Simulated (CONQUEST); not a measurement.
SiC: geometry relaxation (part 2 of 2)

SiC (P1, 8 atoms in the cell); Kohn-Sham DFT of a periodic cell, PBEint, PseudoDojo NC PBEsol, no spin polarisation (CONQUEST 1.3); 9×5×5 k-mesh, fermi-dirac of 0.027 eV. The structure derives from an entry of the Crystallography Open Database. It belongs to a series of runs on one base structure; here: atoms moved at random by about 0.15 A.

Geometry of the input (Å; fractional positions):
```
3.0760  0.0000  0.0000
0.0000  5.0480  0.0000
0.0000  0.0000  5.3278
Si 0.0254  0.5354  0.3425
Si 0.5254  0.5354  0.8425
Si 0.4910  0.0062  0.1904
Si 0.9910  0.0062  0.6904
C  0.0151  0.8630  0.3183
C  0.5151  0.8630  0.8183
C  0.0296  0.3677  0.6407
C  0.5296  0.3677  0.1407
```

**The program's output, continued**
```
      force: Forces on atoms (Ha/a0)
      force:  Atom   X              Y              Z
      force:     1  -0.0004742337  -0.1367850060  -0.0637981694
      force:     2  -0.0004742337  -0.1367850060  -0.0637981694
      force:     3   0.0463883499   0.0249197780  -0.0634265387
      force:     4   0.0463883498   0.0249197780  -0.0634265387
      force:     5  -0.0406515164   0.0766115821   0.0524780451
      force:     6  -0.0406515163   0.0766115821   0.0524780451
      force:     7  -0.0050615197   0.0352469053   0.0746488535
      force:     8  -0.0050615197   0.0352469053   0.0746488535

      force: Maximum force :        0.13678501(Ha/a0) on atom         2 in y direction
      force: Force Residual:        0.10804236 Ha/a0
      force: Total stress:        -10.04025194   -10.20269102   -10.50321747 GPa
      force: Average pressure:     10.24872015 GPa

      get_E_and_F: Change in energy during last step of electronic optimisation:  0.96248E-08
      safemin_cell: exit after    4 iterations with enthalpy      -40.3519747053 Ha

    cell_cg_run: simulation cell dimensions:
           5.89078 a0 x     10.08243 a0 x     10.17708 a0

    GeomOpt - Iter:    2 MaxStr:   0.50321747 GPa H:     -40.35197471 Ha dH:  -0.00014355Ha

    Maximum stress:                0.50321747 GPa
    Stress tolerance:              0.20000000 GPa
    Change in stress:             -0.89788453 GPa
    Enthalpy change:              -0.00014355 Ha
    Enthalpy tolerance:            0.00001000 Ha

      safemin_cell: seeking bracketing triplet of points

      PulayMixSC: Starting Pulay mixing, A_up =  0.500 A_dn =  0.500
      PulayMixSC: Spin non-polarised calculation.
          Harris-Foulkes Energy            :       -40.557599681568874 Ha
      PulayMixSC: Pulay iteration     1 residual:              0.89964E-05
          Harris-Foulkes Energy            :       -40.557599539703801 Ha
      PulayMixSC: Pulay iteration     2 residual:              0.27817E-05
          Harris-Foulkes Energy            :       -40.557599528288918 Ha
      PulayMixSC: Pulay iteration     3 residual:              0.94955E-06
      PulayMixSC: Reached SCF tolerance of  0.94955E-06 after      3 iterations
      | Number of electrons      =        32.000012
      |* Harris-Foulkes energy   =       -40.557599528288918 Ha
      |* DFT total energy        =       -40.557599526776045 Ha
      get_E_and_F: Change in energy during last step of electronic optimisation:  0.11415E-07
      PulayMixSC: Starting Pulay mixing, A_up =  0.500 A_dn =  0.500
      PulayMixSC: Spin non-polarised calculation.
          Harris-Foulkes Energy            :       -40.557686106260768 Ha
      PulayMixSC: Pulay iteration     1 residual:              0.42864E-05
          Harris-Foulkes Energy            :       -40.557686073688259 Ha
      PulayMixSC: Pulay iteration     2 residual:              0.13366E-05
          Harris-Foulkes Energy            :       -40.557686071088497 Ha
      PulayMixSC: Pulay iteration     3 residual:              0.44567E-06
      PulayMixSC: Reached SCF tolerance of  0.44567E-06 after      3 iterations
      | Number of electrons      =        32.000012
      |* Harris-Foulkes energy   =       -40.557686071088497 Ha
      |* DFT total energy        =       -40.557686070763680 Ha
      get_E_and_F: Change in energy during last step of electronic optimisation:  0.25998E-08
      PulayMixSC: Starting Pulay mixing, A_up =  0.500 A_dn =  0.500
      PulayMixSC: Spin non-polarised calculation.
          Harris-Foulkes Energy            :       -40.557814239072030 Ha
      PulayMixSC: Pulay iteration     1 residual:              0.66625E-05
          Harris-Foulkes Energy            :       -40.557814161421888 Ha
      PulayMixSC: Pulay iteration     2 residual:              0.20675E-05
          Harris-Foulkes Energy            :       -40.557814155100857 Ha
      PulayMixSC: Pulay iteration     3 residual:              0.70844E-06
      PulayMixSC: Reached SCF tolerance of  0.70844E-06 after      3 iterations
      | Number of electrons      =        32.000012
      |* Harris-Foulkes energy   =       -40.557814155100857 Ha
      |* DFT total energy        =       -40.557814154233796 Ha
      get_E_and_F: Change in energy during last step of electronic optimisation:  0.63210E-08

      safemin_cell: Interpolating minimum

      PulayMixSC: Starting Pulay mixing, A_up =  0.500 A_dn =  0.500
      PulayMixSC: Spin non-polarised calculation.
          Harris-Foulkes Energy            :       -40.557707724961162 Ha
      PulayMixSC: Pulay iteration     1 residual:              0.58175E-05
          Harris-Foulkes Energy            :       -40.557707665960223 Ha
      PulayMixSC: Pulay iteration     2 residual:              0.18167E-05
          Harris-Foulkes Energy            :       -40.557707660999981 Ha
      PulayMixSC: Pulay iteration     3 residual:              0.63152E-06
      PulayMixSC: Reached SCF tolerance of  0.63152E-06 after      3 iterations
      | Number of electrons      =        32.000012
      |* Harris-Foulkes energy   =       -40.557707660999981 Ha
      |* DFT total energy        =       -40.557707660199732 Ha

      force: Forces on atoms (Ha/a0)
      force:  Atom   X              Y              Z
      force:     1  -0.0004711049  -0.1366664403  -0.0634258559
      force:     2  -0.0004711049  -0.1366664403  -0.0634258560
      force:     3   0.0463332654   0.0248417806  -0.0633623095
      force:     4   0.0463332654   0.0248417806  -0.0633623095
      force:     5  -0.0405466116   0.0764592398   0.0524648971
      force:     6  -0.0405466116   0.0764592398   0.0524648971
      force:     7  -0.0050677074   0.0353820625   0.0743230237
      force:     8  -0.0050677074   0.0353820625   0.0743230237

      force: Maximum force :        0.13666644(Ha/a0) on atom         2 in y direction
      force: Force Residual:        0.10784658 Ha/a0
      force: Total stress:         -9.91140967    -9.91402603   -10.03750865 GPa
      force: Average pressure:      9.95431478 GPa

      get_E_and_F: Change in energy during last step of electronic optimisation:  0.49602E-08
      safemin_cell: exit after    4 iterations with enthalpy      -40.3519799929 Ha

    cell_cg_run: simulation cell dimensions:
           5.89149 a0 x     10.08603 a0 x     10.18602 a0

    GeomOpt - Iter:    3 MaxStr:   0.08859033 GPa H:     -40.35197999 Ha dH:  -0.00000529Ha

    Maximum stress:                0.08859033 GPa
    Stress tolerance:              0.20000000 GPa
    Change in stress:              0.28212283 GPa
    Enthalpy change:              -0.00000529 Ha
    Enthalpy tolerance:            0.00001000 Ha

    GeomOpt converged in    3 iterations
    cell_cg_run:Enthalpy change below threshold:         -0.00000529 Ha
    cell_cg_run:Maximum stress below threshold:           0.08859033 GPa

    cell_cg_run: final simulation box dimensions are:
             5.89149 a0 x     10.08603 a0 x     10.18602 a0

    BIBLIOGRAPHY: Please consider citing the following references in the conquest.bib file

    CONQUEST:         Bowler2002pt, Miyazaki2004, Nakata2020
    Basis:            Bowler2019
    DM:               Bowler:2006xr
    Pseudopotentials: Hamann2013, Bowler2019
    XC references from LibXC:

    Warnings written to file Conquest_warnings; please check
```

**File coords.dat**
```
    5.8127975593     0.0000000000     0.0000000000
    0.0000000000     9.5393374771     0.0000000000
    0.0000000000     0.0000000000    10.0680607067
8
  0.1474793933   5.1075234540   3.4478224911 1 T T T
  3.0538781730   5.1075234540   8.4818528445 1 T T T
  2.8541504488   0.0594682298   1.9169335884 1 T T T
  5.7605492285   0.0594682298   6.9509639418 1 T T T
  0.0875000417   8.2325245574   3.2047946077 2 T T T
  2.9938988213   8.2325245574   8.2388249611 2 T T T
  0.1719774286   3.5072709742   6.4509085366 2 T T T
  3.0783762083   3.5072709742   1.4168781833 2 T T T
```

**File coord_next.dat**
```
      5.89149496419799590      0.00000000000000000      0.00000000000000000
      0.00000000000000000     10.08602845281901139      0.00000000000000000
      0.00000000000000000      0.00000000000000000     10.18602323204885884
       8
      0.14947606450869741      5.40023109614789565      3.48821893484949808     1  T  T  T
      3.09522354665837263      5.40023109614789565      8.58123055092451281     1  T  T  T
      2.89279177962523182      0.06287630134078459      1.93939335832006288     1  T  T  T
      5.83853926177490568      0.06287630134078459      7.03240497439507628     1  T  T  T
      0.08868467373646914      8.70432324297118853      3.24234361303099661     2  T  T  T
      3.03443215578479020      8.70432324297118853      8.33535522910601223     2  T  T  T
      0.17430577002145498      3.70826956509787209      6.52649066546672607     2  T  T  T
      3.12005325217112928      3.70826956509787209      1.43347904949288463     2  T  T  T
```

**Trajectory as extended XYZ (Å, eV, eV/Å), 4 frames, from step=0 to step=3**
```
8
Lattice="3.0760 0.0000 0.0000 0.0000 5.0480 0.0000 0.0000 0.0000 5.3278" Properties=species:S:1:pos:R:3:forces:R:3 step=0 energy=-1102.43623
Si    0.0780    2.7028    1.8245   -0.0135  -9.7908  -3.4379
Si    1.6160    2.7028    4.4884   -0.0135  -9.7908  -3.4379
Si    1.5104    0.0315    1.0144    2.6176   0.9661  -3.4580
Si    3.0484    0.0315    3.6783    2.6176   0.9661  -3.4580
C     0.0463    4.3565    1.6959   -2.3593   6.4002   2.7683
C     1.5843    4.3565    4.3598   -2.3593   6.4002   2.7683
C     0.0910    1.8560    3.4137   -0.2454   2.4264   4.1281
C     1.6290    1.8560    0.7498   -0.2454   2.4264   4.1281
8
Lattice="3.1263 0.0000 0.0000 0.0000 5.3542 0.0000 0.0000 0.0000 5.3765" Properties=species:S:1:pos:R:3:forces:R:3 step=1 energy=-1103.64637
Si    0.0793    2.8668    1.8412   -0.0270  -6.8793  -3.3197
Si    1.6425    2.8668    4.5294   -0.0270  -6.8793  -3.3197
Si    1.5350    0.0334    1.0237    2.3570   1.2651  -3.2293
Si    3.0982    0.0334    3.7119    2.3570   1.2651  -3.2293
C     0.0471    4.6208    1.7114   -2.0441   3.8445   2.6783
C     1.6102    4.6208    4.3996   -2.0441   3.8445   2.6783
C     0.0925    1.9686    3.4449   -0.2661   1.7694   3.8641
C     1.6556    1.9686    0.7566   -0.2661   1.7694   3.8641
8
Lattice="3.1173 0.0000 0.0000 0.0000 5.3354 0.0000 0.0000 0.0000 5.3855" Properties=species:S:1:pos:R:3:forces:R:3 step=2 energy=-1103.62371
Si    0.0791    2.8567    1.8443   -0.0244  -7.0338  -3.2806
Si    1.6377    2.8567    4.5370   -0.0244  -7.0338  -3.2806
Si    1.5306    0.0333    1.0254    2.3854   1.2814  -3.2615
Si    3.0892    0.0333    3.7181    2.3854   1.2814  -3.2615
C     0.0469    4.6045    1.7143   -2.0904   3.9395   2.6985
C     1.6056    4.6045    4.4070   -2.0904   3.9395   2.6985
C     0.0922    1.9616    3.4506   -0.2603   1.8125   3.8386
C     1.6509    1.9616    0.7579   -0.2603   1.8125   3.8386
8
Lattice="3.1176 0.0000 0.0000 0.0000 5.3373 0.0000 0.0000 0.0000 5.3902" Properties=species:S:1:pos:R:3:forces:R:3 step=3 energy=-1103.63145
Si    0.0791    2.8577    1.8459   -0.0242  -7.0277  -3.2615
Si    1.6379    2.8577    4.5410   -0.0242  -7.0277  -3.2615
Si    1.5308    0.0333    1.0263    2.3826   1.2774  -3.2582
Si    3.0896    0.0333    3.7214    2.3826   1.2774  -3.2582
C     0.0469    4.6061    1.7158   -2.0850   3.9317   2.6979
C     1.6058    4.6061    4.4109   -2.0850   3.9317   2.6979
C     0.0922    1.9623    3.4537   -0.2606   1.8194   3.8218
C     1.6511    1.9623    0.7586   -0.2606   1.8194   3.8218
```

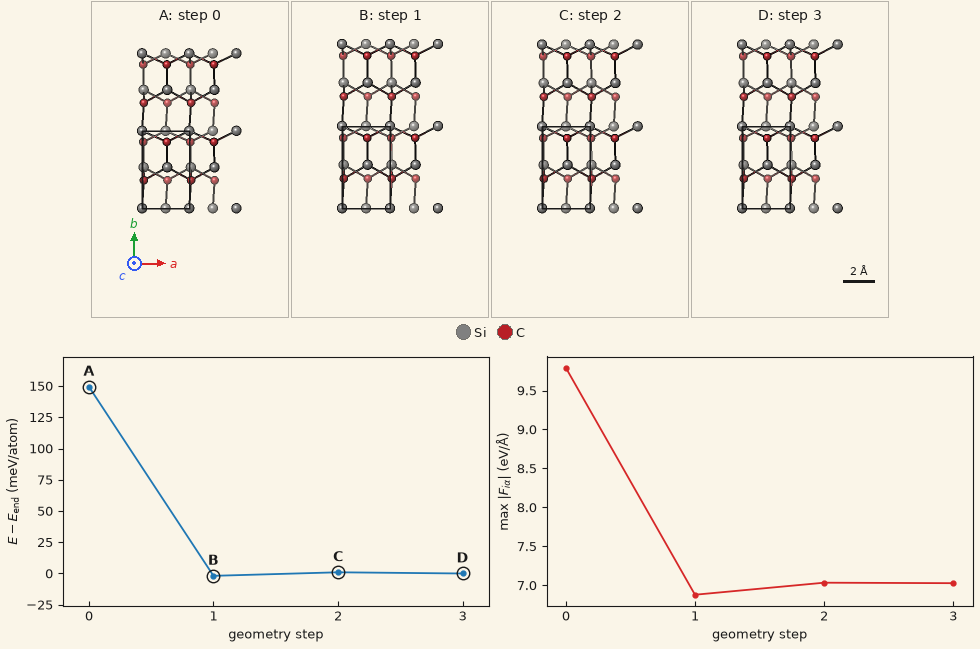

**Figure 1.** Frames of the relaxation (ball-and-stick view of the cell of the calculation, repeated 2 × 2 × 1, along the c axis) above the curves, on which the letters mark them (steps are counted from 0).

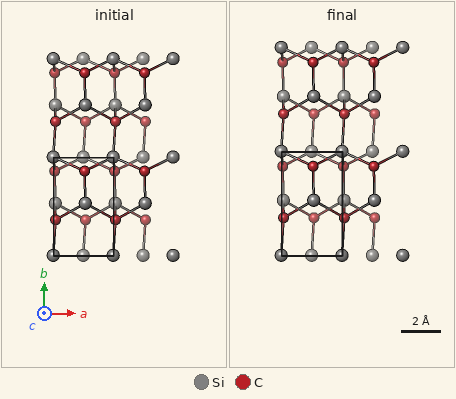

**Figure 2.** Before (left) and after (right) the relaxation, at one scale (ball-and-stick view of the cell of the calculation, repeated 2 × 2 × 1, along the c axis). The energy falls by 149 meV per atom in 3 geometry steps. Largest force component: 9.8 eV/Å at the start, 7 eV/Å at the end. The atoms keep their places relative to the cell (all moves are under 0.005 Å). The volume changes by +8.4 %, with a 3.076 → 3.118 Å (+1.4 %), b 5.048 → 5.337 Å (+5.7 %), c 5.328 → 5.390 Å (+1.2 %). Distances before and after: Si3–C8 1.847 → 1.951 Å, Si1–C5 1.659 → 1.754 Å, Si1–C8 2.068 → 2.111 Å, Si1–C7 1.801 → 1.840 Å. The space group stays P1 (No. 1). (Atoms are counted from 1 in the order of the input.)

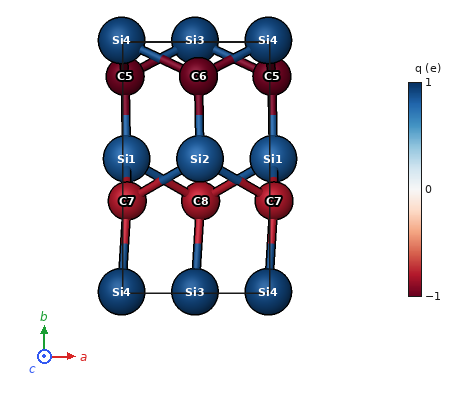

**Figure 3.** Mulliken charges, as the colour of each atom (ball-and-stick view of the cell of the calculation, along the c axis; atoms are numbered from 1 in the order of the input). By element: Si +0.85 to +0.91 and C −0.97 to −0.80 e.

**Results in brief**

- outcome: converged
- space group (tolerance 0.01 Å): P1 (1)
- electrons treated: 32
- free energy: −1103.6314 eV
- Fermi energy: −3.667 eV
- gap on the k-point mesh: 1.30 eV
- pressure: 9.95 GPa
- final volume: 89.69 Å³
- largest force (length of the vector) at the end: 7.748 eV/Å
- final cell: a = 3.118 Å, b = 5.337 Å, c = 5.390 Å, α = 90.00°, β = 90.00°, γ = 90.00°
- hardware: 1 thread of AMD EPYC (Zen 5), 16 GiB of memory available, shared host
- wall time: 42 s
- peak memory: 0.22 GiB

**Remarks**

Settings chosen away from the usual ones: atoms moved at random by about 0.15 A. Further notes kept with the run: read_and_write: Functional in input file differs to pseudopotential but proceeding: -60062 -116133. Points of doubt noted for this run: potential of other functional; small atomic basis.
